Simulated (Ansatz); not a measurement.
AlGa$_{5}$N$_{6}$

Input file:

```
crystal:
  lattice:
    - [2.9956283264, 0.0, 0.0]
    - [0.0, 2.9956283264, 0.0]
    - [0.0, 0.0, 12.7189507256]
  atoms:
    - { symbol: Al, position: [0.0, 0.0, 0.0] }
    - { symbol: Ga, position: [0.0, 0.0, 0.6692380603] }
    - { symbol: Ga, position: [0.5, 0.5, 0.5] }
    - { symbol: Ga, position: [0.0, 0.0, 0.3307619397] }
    - { symbol: Ga, position: [0.5, 0.5, 0.1634969704] }
    - { symbol: Ga, position: [0.5, 0.5, 0.8365030296] }
    - { symbol: "N", position: [0.0, 0.0, 0.5] }
    - { symbol: "N", position: [0.5, 0.5, 0.331225599] }
    - { symbol: "N", position: [0.0, 0.0, 0.1613891148] }
    - { symbol: "N", position: [0.5, 0.5, 0.0] }
    - { symbol: "N", position: [0.0, 0.0, 0.8386108852] }
    - { symbol: "N", position: [0.5, 0.5, 0.668774401] }
basis:
  ecutwfc: 420
kpoints:
  mp_grid: { grid: [12, 12, 4] }
hamiltonian:
  xc: pbe
scf:
  occupations: { method: gaussian, width: 0.02 }
output:
  forces: true
  stress: true
  eigenvalues: true
  write_density: true
  write_potential: true
  elf: true
  volumetric_format: npy
relax:
  adjacent_minimum: "off"
  f_tol: 0.01
  max_steps: 80
  cell: { stress_tol: 0.05 }
```

Launched as:

```sh
ansatz run input.yaml --threads 1 --pin off --max-ram 2560MiB --backend cpu --events-out ev --progress --plain --runs-dir out
```

Below, planes, directions and counts refer to the conventional cell (a = 3.00 Å, b = 3.00 Å, c = 12.73 Å, α = 90.00°, β = 90.00°, γ = 90.00°).

The fields are those of the run's last geometry, not of the input's.

Space group P4/mmm; a structure generated by program, which may or may not match a known phase.

The calculation used Ansatz 0.2.0, DFT PBE, scalar-relativistic, plane waves, PAW.

In a PAW calculation such maps are meaningful between the atoms, not at the nuclei.

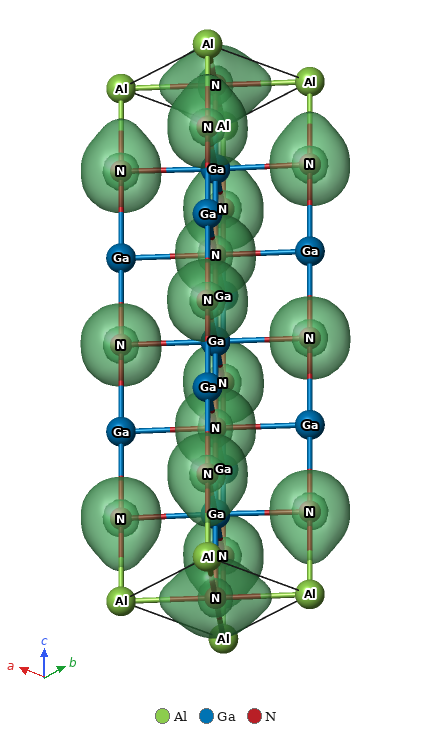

Figure 1. Isosurface of the ELF at 0.65 (green), seen at an oblique angle. Only the valence region is drawn (cores and ρ < 0.01 e/Å³ removed). Sticks mark near contacts.

> Describe the localisation domains.

At this value the surface marks out three regions on N in which the atom's valence shell and bonds are merged and three regions wrapped around N (the valence shell of each), counted in one cell of 12 atoms. Any copies at cell faces, edges or corners count once. Along the contacts the grid gives the following. Al–N (2.05 Å): the ELF peaks at about 0.85 in the valence shell of N, 0.8 Å from its nucleus, and is about 0.80 at the midpoint. Ga–N (2.08 Å): the ELF peaks at about 0.80 in the valence shell of N, 0.7 Å from its nucleus, and is about 0.35 at the midpoint.

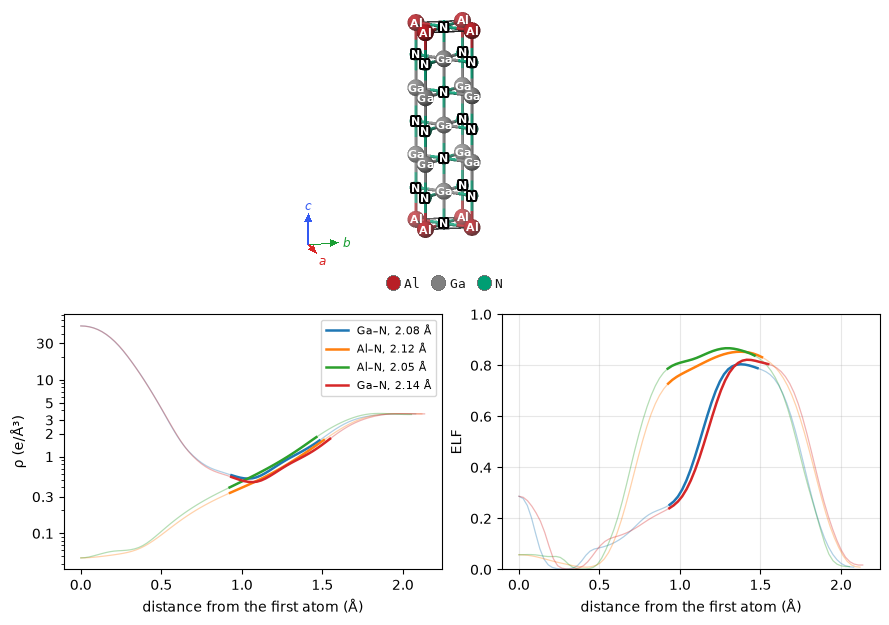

Figure 2. Valence pseudo-density and electron localisation function along straight lines between neighbouring atoms. Thin, pale parts lie inside the atomic spheres. The structure is drawn too.

> What can be read from the curves?

Ga–N (2.08 Å): ρ at the midpoint is about 0.52 e/Å³; the ELF peaks at about 0.80 in the valence shell of N, 0.7 Å from its nucleus, and is about 0.35 at the midpoint.
Al–N (2.12 Å): ρ at the midpoint is about 0.45 e/Å³; the ELF peaks at about 0.85 in the valence shell of N, 0.7 Å from its nucleus, and is about 0.80 at the midpoint.
Al–N (2.05 Å): ρ at the midpoint is about 0.51 e/Å³; the ELF peaks at about 0.85 in the valence shell of N, 0.8 Å from its nucleus, and is about 0.80 at the midpoint.
Ga–N (2.14 Å): ρ at the midpoint is about 0.47 e/Å³; the ELF peaks at about 0.80 in the valence shell of N, 0.7 Å from its nucleus, and is about 0.35 at the midpoint.

> Metal or insulator at this level of theory?

It is gapped, with a Kohn–Sham gap of 0.51 eV on the k-point mesh (the band edges may lie off the mesh, which would make the gap smaller).
